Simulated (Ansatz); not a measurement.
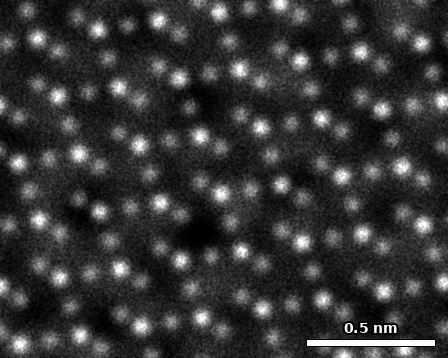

HAADF-like image of Ge (Pm-3n, No. 223). Simulation: incoherent imaging, intensity Z^1.8 per atom, probe width 0.52 Å, thin sample. The probe carries 15 % of its weight in a tail 2.5 times as wide. Shot noise and the speckle of an amorphous layer were added. Structure: coordinates from a relaxation with DFT, LDA (PW92), plane waves (420 eV) with PAW, scalar-relativistic in Ansatz; the starting structure was generated, so it need not be a known form of this composition.

```
Ge
1.0
     5.28896    0.00000    0.00000
     0.00000    5.28896    0.00000
     0.00000    0.00000    5.28896
Ge
8
Direct
  0.00000 0.00000 0.00000
  0.50000 0.50000 0.50000
  0.25000 0.00000 0.50000
  0.75000 0.00000 0.50000
  0.50000 0.25000 0.00000
  0.50000 0.75000 0.00000
  0.00000 0.50000 0.25000
  0.00000 0.50000 0.75000
```

Question: Along which zone axis is the crystal seen: [221], [110], [210] or [211]? (Directions equivalent by symmetry count as one.)

Answer: [211]. The projected cells are 2.49 × 3.94 Å, 108° for [221]; 2.64 × 3.74 Å, 90° for [110]; 2.37 × 5.29 Å, 90° for [210]; 3.05 × 3.74 Å, 90° for [211], and the image repeats as the [211] one does.
